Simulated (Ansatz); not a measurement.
## Ta2N: a changed input and its effect

System: Ta2N (3 atoms in the cell).
Method of run 1: DFT PBE, scalar-relativistic, plane waves, PAW, no spin polarisation (Ansatz 0.2.0).

The structure derives from a Materials Project entry. Text and figures count atoms from 1; the logs count them from 0 in places.

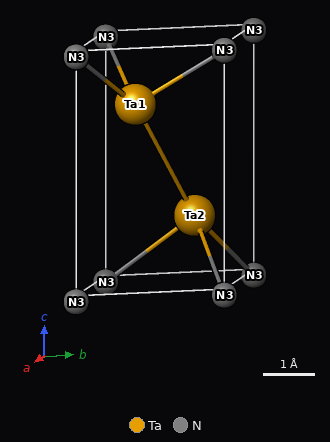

Fig. 1: The input geometry (ball-and-stick view of the cell of the calculation, seen slightly off an axis; atoms are numbered from 1 in the order of the input). An atom can appear more than once, as a periodic image. Near neighbours in the periodic cell (some may lie outside the picture): Ta has 3 N at 2.11 to 2.25 Å and 12 Ta at 2.99 to 3.10 Å; N has 6 Ta at 2.11 to 2.25 Å.

## Input file, run 1
```yaml
crystal:
  lattice:
    - [3.1011400556, 0.0, 0.0]
    - [-1.5505700278, 2.6856660688, 0.0]
    - [0.0, 0.0, 4.8818900623]
  atoms:
    - { symbol: Ta, position: [0.6666666667, 0.3333333333, 0.7458564141] }
    - { symbol: Ta, position: [0.3333333333, 0.6666666667, 0.2560463497] }
    - { symbol: "N", position: [0.0, 0.0, -0.0245806437] }
basis:
  ecutwfc: 420
kpoints:
  mp_grid: { grid: [18, 18, 10] }
hamiltonian:
  xc: pbe
scf:
  occupations: { method: gaussian, width: 0.15 }
output:
  forces: true
  stress: true
  eigenvalues: true
```

Command:
```bash
ansatz run input.yaml --threads 2 --pin off --max-ram 5120MiB --backend cpu --events-out ev --progress --plain --runs-dir out
```

Hardware: 2 threads of Intel Xeon @ 2.90GHz (Ice Lake), 192 GiB of memory available, shared host.

## Output, shortened to warnings, some set-up lines, iterations and results (run 1)
```
Basis set: ecut = 420 eV, 773 PW (Γ), exchange–correlation on 48×48×72 points (8 copies of the dense FFT grid, shifted against one another)
Symmetry: 6 space group operations
k-points: 330 of 3240 (time reversal used)
Initial density: superposition of atomic densities (neutral atoms: chi_scale 0, normalization atom), corrected by the library's trained network
[...]
SCF iter   1: F=—  HF=-20250.809216 eV  |F-HF|=—  |Δ(HF+E_count)|=         —  Δρ=5.41e-3  dr2=1.30e-2  ethr=1.77e-3  ⟨swp⟩=5.0  Hψ=29018  notcnv=0
SCF iter   2: F=—  HF=-20250.807570 eV  |F-HF|=—  |Δ(HF+E_count)|=   1.65e-3  Δρ=3.38e-3  dr2=5.23e-3  ethr=4.21e-5  ⟨swp⟩=1.0  Hψ=9240  notcnv=0
SCF iter   3: F=—  HF=-20250.806733 eV  |F-HF|=—  |Δ(HF+E_count)|=   8.37e-4  Δρ=6.64e-4  dr2=3.66e-4  ethr=1.69e-5  ⟨swp⟩=2.0  Hψ=7752  notcnv=0
SCF iter   4: F=—  HF=-20250.806662 eV  |F-HF|=—  |Δ(HF+E_count)|=   7.07e-5  Δρ=2.57e-4  dr2=2.05e-5  ethr=1.18e-6  ⟨swp⟩=2.0  Hψ=8862  notcnv=0
SCF iter   5: F=—  HF=-20250.806665 eV  |F-HF|=—  |Δ(HF+E_count)|=   3.31e-6  Δρ=8.99e-5  dr2=4.66e-6  ethr=6.63e-8  ⟨swp⟩=2.0  Hψ=9023  notcnv=0
SCF iter   6: F=—  HF=-20250.806664 eV  |F-HF|=—  |Δ(HF+E_count)|=   7.29e-7  Δρ=2.23e-5  dr2=1.90e-7  ethr=1.50e-8  ⟨swp⟩=2.0  Hψ=8769  notcnv=0
SCF iter   7: F=-20250.806664 eV  HF=-20250.806664 eV  |F-HF|=3.33e-9  |Δ(HF+E_count)|=   2.11e-9  Δρ=4.95e-6  dr2=1.06e-8  ethr=3.23e-10  ⟨swp⟩=5.0  Hψ=22043  notcnv=0
SCF 1 converged in 7 iterations: F = -20250.806664 eV  dr2 = 1.06e-8
SCF converged after 7 iterations
Free energy (F): -20250.806664 eV
Harris-Foulkes:  -20250.806664 eV  (|F-HF|=3.33e-9)
Internal energy: -20250.792388 eV  (E = F + TS)
E sigma→0 (E₀):  -20250.799526 eV
Entropy (-TS):   -0.014276 eV (-4.759 meV/atom)
Fermi energy:    19.683587 eV
--- Per-component energies (eV) ---
  E_band       = -177.055300
  E_kinetic    = 864.874714
  E_local      = -1245.293683  (includes V_loc(G=0)·N_el)
  E_nonlocal   = 73.751498
  E_hartree    = 430.631860
  E_xc         = -498.231259
  E_vxc        = -486.168336  (∫ρ·V_xc dr)
  E_paw        = -16920.699350  (= ΣΔE_a)
  E_vpaw       = -245.483624  (= ΣTr[D̂ρ^β])
  E_aug_tail   = 0.000400  (compensation charges beyond the density's cutoff)
  E_ewald      = -2955.826569
  E_smearing   = -0.014276  (= −TS)
  E_closure    = 0.000000  (closes the sum)
  Σ components = -20250.806664   (vs F -20250.806664, Δ=0.00e0)
--- Forces (eV/Å), atoms counted from 1 ---
  atom   1  Ta    -0.00000000    -0.00000000    -0.95581315
  atom   2  Ta    -0.00000000     0.00000000    -0.86086365
  atom   3  N      0.00000000     0.00000000     1.81669944
  max |Σ_I F_I| component: 2.26e-5 eV/Å
--- Stress (GPa, compression-positive) ---
        1.917824       0.000000      -0.000000
        0.000000       1.917824       0.000000
       -0.000000       0.000000       0.441768
  P = ⅓ Tr σ = 1.4258 GPa (14.258 kbar)
```

For run 2 the input was changed thus:
```diff
-    - { symbol: Ta, position: [0.6666666667, 0.3333333333, 0.7458564141] }
-    - { symbol: Ta, position: [0.3333333333, 0.6666666667, 0.2560463497] }
-    - { symbol: "N", position: [0.0, 0.0, -0.0245806437] }
+    - { symbol: Ta, position: [0.6666666667, 0.3333333333, 0.7446671867] }
+    - { symbol: Ta, position: [0.3333333333, 0.6666666667, 0.2548571223] }
+    - { symbol: "N", position: [0.0, 0.0, 0.0061451609] }
```

Predict how the results change.

With the same functional and potentials, run 2 lies 35.8 meV per atom lower. The pressure goes from 1.43 to 0.10 GPa. The largest force goes from 1.817 to 0.464 eV/Å. The number of SCF iterations is the same.

## Output, shortened to warnings, some set-up lines, iterations and results (run 2)
```
Basis set: ecut = 420 eV, 773 PW (Γ), exchange–correlation on 48×48×72 points (8 copies of the dense FFT grid, shifted against one another)
Symmetry: 6 space group operations
k-points: 330 of 3240 (time reversal used)
Initial density: superposition of atomic densities (neutral atoms: chi_scale 0, normalization atom), corrected by the library's trained network
[...]
SCF iter   1: F=—  HF=-20250.916217 eV  |F-HF|=—  |Δ(HF+E_count)|=         —  Δρ=5.20e-3  dr2=1.16e-2  ethr=1.77e-3  ⟨swp⟩=5.0  Hψ=28940  notcnv=0
SCF iter   2: F=—  HF=-20250.914726 eV  |F-HF|=—  |Δ(HF+E_count)|=   1.49e-3  Δρ=3.23e-3  dr2=4.68e-3  ethr=3.74e-5  ⟨swp⟩=1.0  Hψ=9240  notcnv=0
SCF iter   3: F=—  HF=-20250.914033 eV  |F-HF|=—  |Δ(HF+E_count)|=   6.92e-4  Δρ=7.71e-4  dr2=4.29e-4  ethr=1.51e-5  ⟨swp⟩=2.0  Hψ=7735  notcnv=0
SCF iter   4: F=—  HF=-20250.913949 eV  |F-HF|=—  |Δ(HF+E_count)|=   8.45e-5  Δρ=2.65e-4  dr2=2.25e-5  ethr=1.38e-6  ⟨swp⟩=2.0  Hψ=8820  notcnv=0
SCF iter   5: F=—  HF=-20250.913946 eV  |F-HF|=—  |Δ(HF+E_count)|=   2.97e-6  Δρ=5.30e-5  dr2=1.60e-6  ethr=7.26e-8  ⟨swp⟩=2.0  Hψ=8933  notcnv=0
SCF iter   6: F=—  HF=-20250.913946 eV  |F-HF|=—  |Δ(HF+E_count)|=   1.74e-7  Δρ=1.76e-5  dr2=1.37e-7  ethr=5.15e-9  ⟨swp⟩=2.0  Hψ=8607  notcnv=0
SCF iter   7: F=-20250.913946 eV  HF=-20250.913946 eV  |F-HF|=1.79e-8  |Δ(HF+E_count)|=   8.87e-9  Δρ=5.24e-6  dr2=2.32e-8  ethr=3.23e-10  ⟨swp⟩=5.0  Hψ=22124  notcnv=0
SCF 1 converged in 7 iterations: F = -20250.913946 eV  dr2 = 2.32e-8
SCF converged after 7 iterations
Free energy (F): -20250.913946 eV
Harris-Foulkes:  -20250.913946 eV  (|F-HF|=1.79e-8)
Internal energy: -20250.899890 eV  (E = F + TS)
E sigma→0 (E₀):  -20250.906918 eV
Entropy (-TS):   -0.014055 eV (-4.685 meV/atom)
Fermi energy:    19.695784 eV
--- Per-component energies (eV) ---
  E_band       = -177.067933
  E_kinetic    = 864.467583
  E_local      = -1242.308794  (includes V_loc(G=0)·N_el)
  E_nonlocal   = 73.554240
  E_hartree    = 429.339846
  E_xc         = -498.163830
  E_vxc        = -486.082059  (∫ρ·V_xc dr)
  E_paw        = -16920.607768  (= ΣΔE_a)
  E_vpaw       = -245.378803  (= ΣTr[D̂ρ^β])
  E_aug_tail   = 0.000392  (compensation charges beyond the density's cutoff)
  E_ewald      = -2957.181560
  E_smearing   = -0.014055  (= −TS)
  E_closure    = -0.000000  (closes the sum)
  Σ components = -20250.913946   (vs F -20250.913946, Δ=0.00e0)
--- Forces (eV/Å), atoms counted from 1 ---
  atom   1  Ta    -0.00000000    -0.00000000     0.23556436
  atom   2  Ta     0.00000000     0.00000000     0.22798053
  atom   3  N     -0.00000000    -0.00000000    -0.46367414
  max |Σ_I F_I| component: 1.29e-4 eV/Å
--- Stress (GPa, compression-positive) ---
        0.112729       0.000000      -0.000000
       -0.000000       0.112729      -0.000000
       -0.000000      -0.000000       0.066488
  P = ⅓ Tr σ = 0.0973 GPa (0.973 kbar)
```

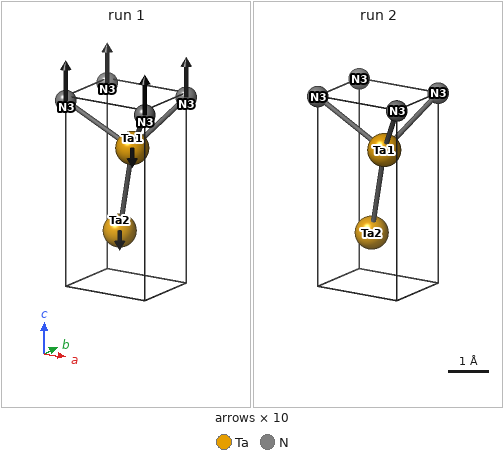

Fig. 2: The two input geometries at one scale (ball-and-stick view of the cell of the calculation, seen slightly off an axis). The black arrows on the first give the shifts of the atoms relative to the cell, with their mean removed, magnified 10 times. The atom that moves furthest is N3 (0.10 Å). Largest moves by element: N 0.10 Å, Ta 0.05 Å. (The mean shift of all atoms is removed.) The cell stays as it was. Among the contacts that change: Ta2–N3 2.254 → 2.163 Å, Ta1–N3 2.112 → 2.199 Å.

## The two runs side by side

| quantity | run 1 | run 2 |
| --- | --- | --- |
| outcome | converged | converged |
| free energy per atom (eV) | −6750.2689 | −6750.3046 |
| energy per atom, smearing taken to zero (eV) | −6750.2665 | −6750.3023 |
| gap on the mesh (eV) | 0.00 | 0.00 |
| pressure (GPa) | 1.43 | 0.10 |
| largest force (eV/Å) | 1.817 | 0.464 |
| SCF iterations | 7 | 7 |
| irreducible k-points | 330 | 330 |
| plane waves at Γ | 773 | 773 |
| wall time (shared host) | 9.4 s | 12 s |

For both runs: Spin–orbit coupling is left out, which matters for Ta. The cell holds an odd number of electrons but the run has no spin polarisation, so a band is left half filled.
